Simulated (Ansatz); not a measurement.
**Single-point calculation of C (part 2 of 2)**

The same run, continued: C (slab, 22 atoms in the cell); DFT PBEsol, scalar-relativistic, plane waves, PAW, no spin polarisation (Ansatz 0.2.0); cutoff 420 eV, 14×3×1 k-mesh, Gaussian smearing of 0.1 eV. The structure derives from an entry of the Crystallography Open Database. It belongs to a series of runs on one base structure; here: (0 1 2) slab cut from the bulk.

Geometry of the input (Å; fractional positions):
```
2.4589  0.0000  0.0000
0.0000  11.2249  0.0000
0.0000  0.0000  26.0187
C  0.5000  0.8164  0.2883
C  0.5000  0.1356  0.3058
C  0.0000  0.1276  0.3329
C  0.5000  0.8004  0.3424
C  0.0000  0.7924  0.3694
C  0.0000  0.1116  0.3870
C  0.5000  0.1036  0.4141
C  0.0000  0.7764  0.4236
C  0.5000  0.7684  0.4506
C  0.5000  0.0876  0.4682
C  0.0000  0.0796  0.4952
C  0.5000  0.7524  0.5048
C  0.0000  0.7444  0.5318
C  0.0000  0.0636  0.5494
C  0.5000  0.0556  0.5764
C  0.0000  0.7284  0.5859
C  0.5000  0.7204  0.6130
C  0.5000  0.0396  0.6306
C  0.0000  0.0317  0.6576
C  0.5000  0.7044  0.6671
C  0.0000  0.6964  0.6942
C  0.0000  0.0156  0.7117
```

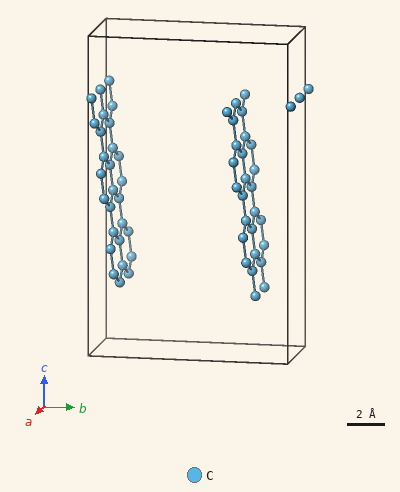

Figure 1. The input geometry (ball-and-stick view of the 2 × 1 repeat of the cell, with the vacuum cut short, seen slightly off an axis). An atom can appear more than once, as a periodic image.

Output, continued
```
--- Per-component energies (eV) ---
  E_band       = -987.575458
  E_kinetic    = 1955.884528
  E_local      = -43763.905745  (includes V_loc(G=0)·N_el)
  E_nonlocal   = 605.999755
  E_hartree    = 20821.798562
  E_xc         = -1033.193909
  E_vxc        = -1282.665506  (∫ρ·V_xc dr)
  E_paw        = -2095.588606  (= ΣΔE_a)
  E_vpaw       = -146.486570  (= ΣTr[D̂ρ^β])
  E_aug_tail   = 0.000167  (compensation charges beyond the density's cutoff)
  E_efield     = 0.000000  (sawtooth field / dipole correction)
  E_vefield    = 0.000000  (∫n·V_field dr)
  E_ewald      = 18098.212063
  E_core_change = 0.464211  (= ΣΔE_core)
  E_smearing   = -0.057270  (= −TS)
  E_closure    = -0.000000  (closes the sum)
  Σ components = -5410.386245   (vs F -5410.386245, Δ=0.00e0)
--- Forces (eV/Å), atoms counted from 1 ---
  atom   1  C      0.00000000    -0.08367429     1.22910563
  atom   2  C      0.00000000    -0.36317031     1.78798104
  atom   3  C      0.00000000     0.31941052    -2.57676071
  atom   4  C      0.00000000     0.25535621    -1.61777808
  atom   5  C      0.00000000    -0.09714006     0.63190645
  atom   6  C      0.00000000    -0.02570918     0.83167315
  atom   7  C      0.00000000    -0.00724212    -0.09155442
  atom   8  C      0.00000000     0.04044536    -0.31539665
  atom   9  C      0.00000000    -0.02811528     0.15280372
  atom  10  C      0.00000000    -0.02698272     0.02650717
  atom  11  C      0.00000000    -0.01412010     0.11075729
  atom  12  C      0.00000000     0.01412067    -0.11075429
  atom  13  C      0.00000000     0.02698542    -0.02652875
  atom  14  C      0.00000000     0.02811067    -0.15274826
  atom  15  C      0.00000000    -0.04045098     0.31542735
  atom  16  C      0.00000000     0.00723292     0.09161355
  atom  17  C      0.00000000     0.02569349    -0.83153420
  atom  18  C      0.00000000     0.09715146    -0.63198595
  atom  19  C      0.00000000    -0.25535780     1.61780668
  atom  20  C      0.00000000    -0.31939646     2.57656789
  atom  21  C      0.00000000     0.36320014    -1.78810985
  atom  22  C      0.00000000     0.08367135    -1.22911074
  max |Σ_I F_I| component: 1.12e-4 eV/Å
--- Stress (GPa, compression-positive) ---
       -0.764330       0.000000       0.000000
        0.000000      -0.158899       0.116531
        0.000000       0.116530      -0.874159
  P = ⅓ Tr σ = -0.5991 GPa (-5.991 kbar)
--- Band table (eV; the first three rows and the last of 16) ---
  k-point 0: bands = ["-22.1910", "-22.1081", "-21.5219", "-21.4444", "-20.5347", "-20.4646", "-19.2446", "-19.1834", "-17.7312", "-17.6908", "-15.5976", "-15.5588", "-13.6004", "-13.5566", "-11.3599", "-11.3210", "-10.5950", "-9.9420", "-9.8100", "-9.1963", "-9.0820", "-9.0475", "-9.0456", "-9.0329", "-8.7079", "-8.4058", "-8.3940", "-8.1355", "-7.5315", "-7.5215", "-7.3285", "-7.0239", "-7.0020", "-6.8379", "-6.5876", "-6.5806", "-5.9280", "-5.9272", "-5.8552", "-5.6695", "-5.0005", "-4.9870", "-2.8959", "-2.7914", "-2.6551", "-2.6016", "-0.0652", "0.3573", "0.7412", "1.5796", "1.8525", "1.8526", "2.1108", "2.5281", "2.6007", "2.7743", "3.1067", "3.4787", "3.6286", "3.7861", "3.8866", "4.1940", "4.2859", "4.4300", "4.5754", "4.6782"]
  k-point 1: bands = ["-22.1910", "-22.1080", "-21.5219", "-21.4444", "-20.5347", "-20.4646", "-19.2446", "-19.1834", "-17.7312", "-17.6908", "-15.5976", "-15.5587", "-13.6004", "-13.5566", "-11.3599", "-11.3210", "-10.5943", "-9.9426", "-9.8095", "-9.1970", "-9.0820", "-9.0475", "-9.0457", "-9.0329", "-8.7074", "-8.4059", "-8.3941", "-8.1360", "-7.5316", "-7.5215", "-7.3281", "-7.0239", "-7.0020", "-6.8384", "-6.5877", "-6.5806", "-5.9279", "-5.9273", "-5.8548", "-5.6698", "-5.0004", "-4.9870", "-2.8967", "-2.7927", "-2.6542", "-2.6005", "-0.0645", "0.3558", "0.9862", "1.7548", "1.8504", "1.8526", "1.8527", "2.1188", "2.4987", "2.6180", "2.8434", "3.4871", "3.7712", "3.9264", "4.1947", "4.2302", "4.3039", "4.4123", "4.5828", "4.6729"]
  k-point 2: bands = ["-22.1001", "-22.0177", "-21.4317", "-21.3547", "-20.4458", "-20.3762", "-19.1582", "-19.0974", "-17.6494", "-17.6094", "-15.5233", "-15.4848", "-13.5409", "-13.4977", "-11.3289", "-11.2910", "-10.4851", "-9.8344", "-9.7019", "-9.4398", "-9.4245", "-9.1245", "-9.0896", "-9.0872", "-8.7770", "-8.7634", "-8.6022", "-8.0318", "-7.9093", "-7.8978", "-7.2309", "-7.1808", "-7.1777", "-6.8678", "-6.8653", "-6.7376", "-6.2962", "-6.2950", "-5.7510", "-5.5628", "-5.0204", "-5.0098", "-2.8466", "-2.7549", "-2.6326", "-2.5622", "-0.0800", "0.3231", "0.8629", "1.5278", "1.5289", "1.7015", "2.0745", "2.4822", "2.7053", "2.8925", "3.2195", "3.5947", "3.7411", "3.9102", "4.0026", "4.1784", "4.4022", "4.4618", "4.6683", "4.8873"]
  k-point 15: bands = ["-17.8893", "-17.8893", "-17.8304", "-17.8304", "-17.3424", "-17.3424", "-17.2366", "-17.2365", "-16.5036", "-16.5036", "-15.8535", "-15.8535", "-15.1189", "-15.1188", "-14.7968", "-14.7968", "-13.8265", "-13.8265", "-13.6217", "-13.6217", "-12.0991", "-12.0991", "-11.1300", "-11.1300", "-10.5681", "-10.5680", "-9.8809", "-9.8808", "-9.5605", "-9.5604", "-5.6910", "-5.6910", "-5.3674", "-5.3674", "-5.2508", "-5.2508", "-4.9836", "-4.9835", "-4.2954", "-4.2954", "-4.0906", "-4.0905", "-3.6346", "-3.6346", "-3.0653", "-3.0652", "-1.9504", "-1.9504", "-0.8886", "-0.8886", "-0.6597", "-0.6597", "-0.1984", "-0.1983", "-0.0335", "-0.0334", "1.2397", "1.2397", "5.3258", "5.3259", "5.6288", "5.6289", "6.7902", "6.7902", "7.0580", "7.0581"]
```

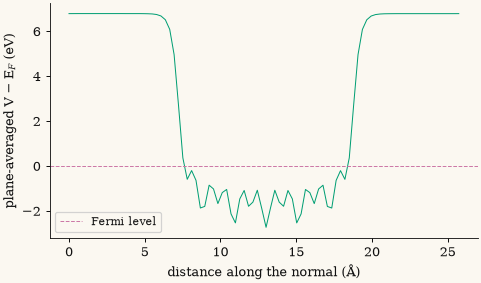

Figure 2. Plane average of the electrostatic potential energy of an electron across the cell, from the Fermi level. The vacuum level lies 6.79 eV above the Fermi level.

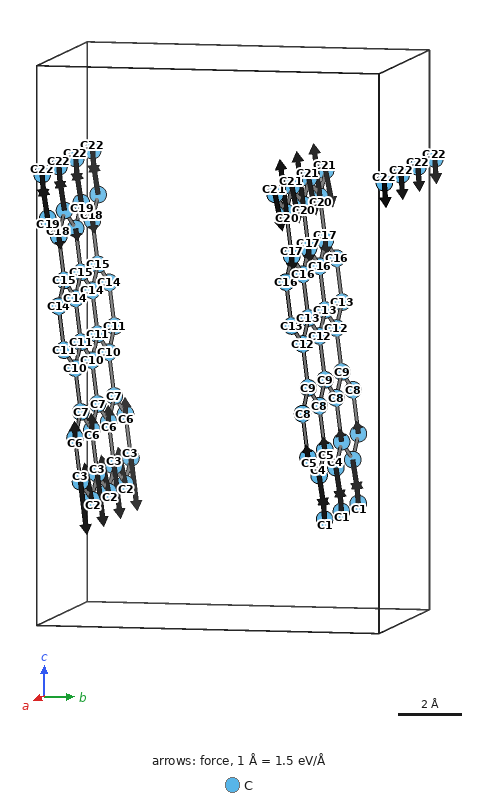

Figure 3. Forces on the atoms as black arrows (ball-and-stick view of the 3 × 1 repeat of the cell, with the vacuum cut short, seen slightly off an axis; atoms are numbered from 1 in the order of the input); the smallest are left out. The largest act on C3, C20 (2.60 eV/Å); C2, C21 (1.82 eV/Å); C4, C19 (1.64 eV/Å); C1, C22 (1.23 eV/Å), among others. The geometry is not a stationary point of this energy.

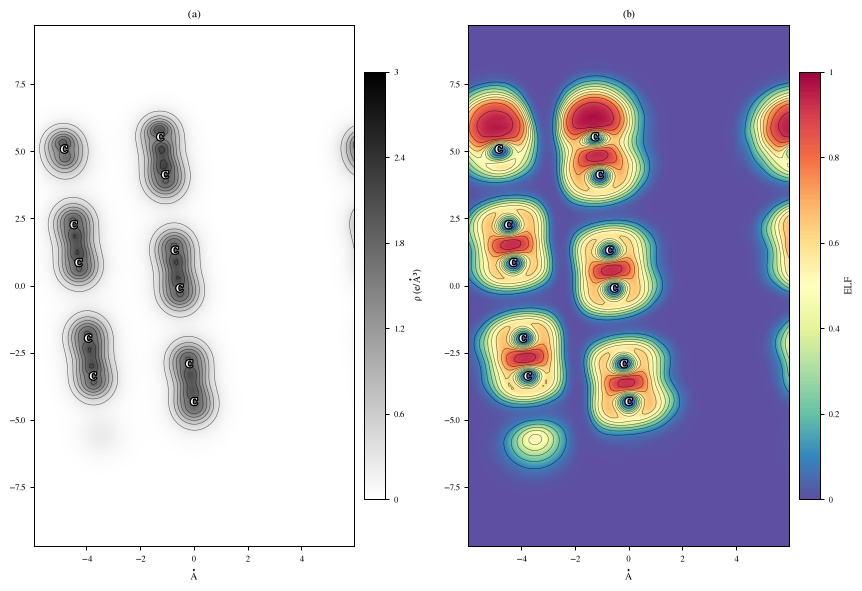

Figure 4. (a) valence charge density (pseudo); (b) ELF on the (100) plane of the calculation cell, a cut from vacuum to vacuum. C–C (1.42 Å): ρ is about 2 e/Å³ halfway; the ELF peaks at about 0.95 between the atoms (a covalent bond). The density dies away to nearly zero in the vacuum. Core electrons are frozen (PAW), so the fields are smoothed inside the atomic spheres.

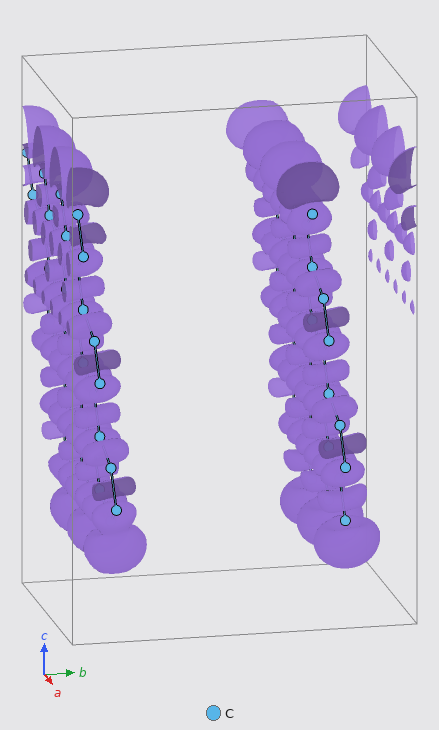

Figure 5. Isosurface of the ELF at 0.75 (purple), seen slightly off an axis. Only the valence region is drawn (cores and ρ < 0.01 e/Å³ removed). Sticks mark near contacts.

Summary

| quantity | value |
| --- | --- |
| outcome | converged |
| electrons treated | 88 |
| free energy | −5410.3862 eV |
| work function, top face | 6.79 eV |
| work function, bottom face | 6.79 eV |
| Fermi energy | −2.760 eV |
| gap on the k-point mesh | none (metallic) |
| work function (upper face) | 6.79 eV |
| largest force (length of the vector) | 2.596 eV/Å |
| wall time | 37 s (CPU time 74 s) |
| peak memory | 1.2 GiB |

Notes

The program warns: the exchange-correlation potential is rough where the density is thin.
